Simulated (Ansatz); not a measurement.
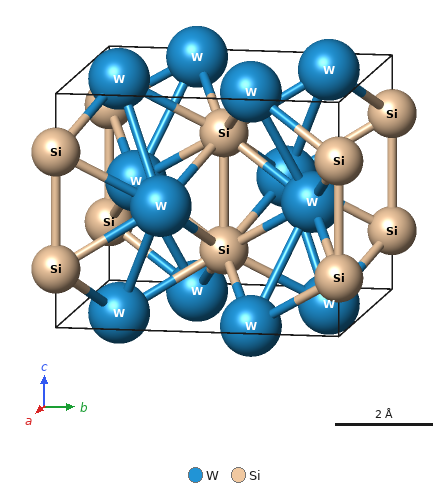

Fig. 1: The structure (ball-and-stick view of the cell 2 times as large as that of the calculation, set on its symmetry axes, seen slightly off an axis).

## W2Si: single-point calculation

- system: W2Si (I4/mcm, 6 atoms in the cell)
- method: DFT, PBE, plane waves, PAW, no spin polarisation (Ansatz 0.2.0)

The structure was made by swapping elements on the sites of another compound; it need not be a known phase.

**Input file**
```yaml
crystal:
  lattice:
    - [-2.9882786741, 2.9882786741, 2.4638601624]
    - [2.9882786741, -2.9882786741, 2.4638601624]
    - [2.9882786741, 2.9882786741, -2.4638601624]
  atoms:
    - { symbol: W, position: [0.6594110629, 0.8405889371, 0.5] }
    - { symbol: W, position: [0.8405889371, 0.3405889371, 0.1811778741] }
    - { symbol: W, position: [0.3405889371, 0.1594110629, 0.5] }
    - { symbol: W, position: [0.1594110629, 0.6594110629, 0.8188221259] }
    - { symbol: Si, position: [0.25, 0.25, 0.0] }
    - { symbol: Si, position: [0.75, 0.75, 0.0] }
basis:
  ecutwfc: 420
kpoints:
  mp_grid: { grid: [10, 10, 10] }
hamiltonian:
  xc: pbe
scf:
  occupations: { method: gaussian, width: 0.05 }
  mixing: { preconditioner: none }
output:
  forces: true
  eigenvalues: true
  stress: true
```

Machine: 1 thread of Intel Xeon (Sapphire Rapids), 32 GiB of memory available, shared host.

Launch command:
```bash
ansatz run input.yaml --threads 1 --pin off --max-ram 2560MiB --backend cpu --events-out ev --progress --plain --runs-dir out
```

**What the program printed**
```
Engine: ansatz 0.2.0, x86_64-unknown-linux-gnu
Pseudopotentials: kind: paw
Pseudopotential: W, paw, valence charge 14, recommended cutoff 420 eV (normal), W.paw.azcp
Pseudopotential: Si, paw, valence charge 4, recommended cutoff 420 eV (normal), Si.paw.azcp
Functional definition: PBE
  parameter kappa = 0.804
  parameter beta = 0.06672455060314922
  exchange = pbe_x(kappa = kappa, mu = beta*pi^2/3)
  correlation = pbe_c(beta = beta)
Crystal: 6 atoms, lattice volume = 88.007 Å³
Basis set: ecut = 420 eV, 1709 PW (Γ), exchange–correlation on 72×72×72 points (8 copies of the dense FFT grid, shifted against one another)
Bands: 39, of which v1, the nominal top of the filled ones, is band 32 counted from 1 (31 counted from 0)
Symmetry: 16 space group operations
Space group: I4/mcm (ITA 140), of the structure as read, at distance tolerance 4.4e-5 Å
k-points: 102 of 1000
Non-local potential: W, projectors of the file, l = 0: 3, l = 1: 2, l = 2: 2, l = 3: 1
Non-local potential: Si, projectors of the file, l = 0: 2, l = 1: 2, l = 2: 2
PAW form: soft (Blöchl's): semilocal exchange-correlation on the pseudo side does not see the compensation charge
PAW one-centre angular grid: W, 590 points (default); XC on 64 Gauss nodes
PAW one-centre angular grid: Si, 110 points (default); XC on 64 Gauss nodes
Initial density: superposition of atomic densities (neutral atoms: chi_scale 0, normalization atom), corrected by the library's trained network
Initial wavefunctions: pseudopotential atomic-orbital guess
Functional: x = pbe(κ = 0.804, μ = 0.2195149727645171), c = pbe(β = 0.06672455060314922)
SCF iter   1: F=—  HF=-42811.753979 eV  |F-HF|=—  |Δ(HF+E_count)|=         —  Δρ=5.01e-3  dr2=1.68e-2  ethr=1.77e-3  ⟨swp⟩=5.9  Hψ=16690  notcnv=0  defer=5
SCF iter   2: F=—  HF=-42811.750288 eV  |F-HF|=—  |Δ(HF+E_count)|=   3.69e-3  Δρ=2.12e-3  dr2=4.08e-3  ethr=2.62e-5  ⟨swp⟩=2.0  Hψ=6284  notcnv=0  defer=25
SCF iter   3: F=—  HF=-42811.749973 eV  |F-HF|=—  |Δ(HF+E_count)|=   3.15e-4  Δρ=1.18e-3  dr2=1.58e-3  ethr=6.37e-6  ⟨swp⟩=2.0  Hψ=5469  notcnv=0  defer=25
SCF iter   4: F=—  HF=-42811.749694 eV  |F-HF|=—  |Δ(HF+E_count)|=   2.79e-4  Δρ=3.40e-4  dr2=3.63e-5  ethr=2.47e-6  ⟨swp⟩=2.0  Hψ=5465  notcnv=0  defer=25
SCF iter   5: F=—  HF=-42811.749697 eV  |F-HF|=—  |Δ(HF+E_count)|=   2.95e-6  Δρ=4.76e-5  dr2=1.36e-6  ethr=5.66e-8  ⟨swp⟩=2.0  Hψ=6649  notcnv=0  defer=25
SCF iter   6: F=-42811.749697 eV  HF=-42811.749697 eV  |F-HF|=1.01e-8  |Δ(HF+E_count)|=  9.82e-10  Δρ=9.11e-6  dr2=3.88e-8  ethr=1.56e-10  ⟨swp⟩=8.1  Hψ=18159  notcnv=0
SCF 1 converged in 6 iterations: F = -42811.749697 eV  dr2 = 3.88e-8
  greatest PAW one-centre occupation: 1.000 electrons in one spin orbital (limit 2), on the W atom at site 3 (counted from 0), in its partial waves of l = 0
SCF converged after 6 iterations
Free energy (F): -42811.749697 eV
Harris-Foulkes:  -42811.749697 eV  (|F-HF|=1.01e-8)
Internal energy: -42811.745560 eV  (E = F + TS)
E sigma→0 (E₀):  -42811.747628 eV
Entropy (-TS):   -0.004137 eV (-0.690 meV/atom)
Fermi energy:    19.802989 eV
--- Per-component energies (eV) ---
  E_band       = -376.187792
  E_kinetic    = 1893.414962
  E_local      = -2924.802571  (includes V_loc(G=0)·N_el)
  E_nonlocal   = 52.711025
  E_hartree    = 1082.134653
  E_xc         = -1183.245048
  E_vxc        = -1055.561399  (∫ρ·V_xc dr)
  E_paw        = -35276.304474  (= ΣΔE_a)
  E_vpaw       = -506.223979  (= ΣTr[D̂ρ^β])
  E_aug_tail   = -0.000242  (compensation charges beyond the density's cutoff)
  E_ewald      = -6455.653865
  E_smearing   = -0.004137  (= −TS)
  E_closure    = -0.000000  (closes the sum)
  Σ components = -42811.749697   (vs F -42811.749697, Δ=0.00e0)
--- Forces (eV/Å), atoms counted from 1 ---
  atom   1  W     -0.00222893     0.00222893     0.00000000
  atom   2  W     -0.00222893    -0.00222893     0.00000000
  atom   3  W      0.00222893    -0.00222893     0.00000000
  atom   4  W      0.00222893     0.00222893     0.00000000
  atom   5  Si     0.00000000     0.00000000     0.00000000
  atom   6  Si    -0.00000000     0.00000000     0.00000000
  max |Σ_I F_I| component: 5.20e-17 eV/Å
--- Stress (GPa, compression-positive) ---
       -0.083173      -0.000000       0.000000
       -0.000000      -0.083173       0.000000
        0.000000       0.000000       0.078633
  P = ⅓ Tr σ = -0.0292 GPa (-0.292 kbar)
--- Band table (eV; the first three rows and the last of 102) ---
  k-point 0: bands = ["-54.2288", "-54.1903", "-54.1455", "-54.1455", "-18.6731", "-18.6731", "-18.6628", "-18.6023", "-18.6023", "-18.5959", "-18.5768", "-18.4885", "-18.4220", "-18.1568", "-18.0008", "-18.0008", "6.9403", "11.7119", "14.2172", "14.2975", "14.6967", "14.6967", "16.3206", "16.3514", "16.3514", "16.3525", "16.3525", "16.7997", "18.8983", "19.2589", "19.4685", "19.9303", "19.9303", "20.4273", "20.4273", "20.5403", "22.8936", "22.9219", "24.4652"]
  k-point 1: bands = ["-54.2274", "-54.1901", "-54.1470", "-54.1455", "-18.6977", "-18.6738", "-18.6422", "-18.6181", "-18.6024", "-18.5802", "-18.5699", "-18.4941", "-18.4031", "-18.1595", "-18.0140", "-18.0013", "7.0309", "11.7696", "13.8024", "13.9508", "14.9842", "15.1625", "16.0758", "16.2524", "16.2683", "16.3317", "16.4912", "16.8362", "18.9483", "19.0267", "19.4320", "19.6595", "19.8000", "20.4803", "20.8041", "20.8775", "22.9196", "23.1076", "24.2270"]
  k-point 2: bands = ["-54.2236", "-54.1894", "-54.1515", "-54.1455", "-18.7120", "-18.6722", "-18.6507", "-18.6331", "-18.6029", "-18.5566", "-18.5443", "-18.5072", "-18.3613", "-18.1680", "-18.0485", "-18.0027", "7.2872", "11.9325", "13.1527", "13.5903", "15.2430", "15.3799", "16.0269", "16.1863", "16.2538", "16.2731", "16.6178", "16.6862", "18.8544", "19.0616", "19.2757", "19.3225", "19.4609", "20.7789", "21.1816", "21.6229", "22.9944", "23.0721", "23.8525"]
  k-point 101: bands = ["-54.1831", "-54.1782", "-54.1744", "-54.1744", "-18.8295", "-18.7652", "-18.6590", "-18.5973", "-18.5973", "-18.4840", "-18.4379", "-18.3849", "-18.2333", "-18.2333", "-18.1253", "-18.1253", "9.1832", "11.8019", "12.7066", "12.7066", "13.5751", "15.3446", "15.3446", "15.6257", "16.6521", "17.2644", "17.5924", "17.6928", "17.8343", "17.8343", "18.6618", "18.7772", "19.4413", "19.4413", "21.4065", "21.9814", "22.3157", "22.3157", "22.5654"]
```

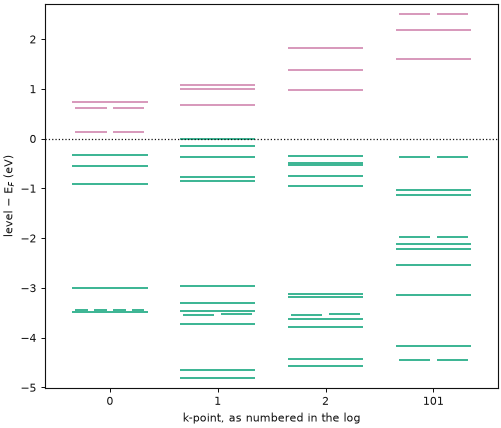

Fig. 2: Kohn–Sham levels near the Fermi level (dotted) at the few k-points that the log prints; levels within 0.02 eV of each other stand side by side. The system is metallic on the full mesh.

**Results in brief**

| quantity | value |
| --- | --- |
| outcome | converged |
| space group (tolerance 0.01 Å) | I4/mcm (140) |
| electrons treated | 64 |
| free energy | −42811.7497 eV |
| Fermi energy | 19.803 eV |
| gap on the k-point mesh | none (metallic) |
| pressure | −0.03 GPa |
| largest force (length of the vector) | 0.003 eV/Å |
| wall time | 11 s |
| peak memory | 0.58 GiB |

**Remarks**

Settings chosen away from the usual ones: scf.occupations.width set to 0.05 (from 0.1); scf.mixing.preconditioner set to none. Spin–orbit coupling is left out, which matters for W.
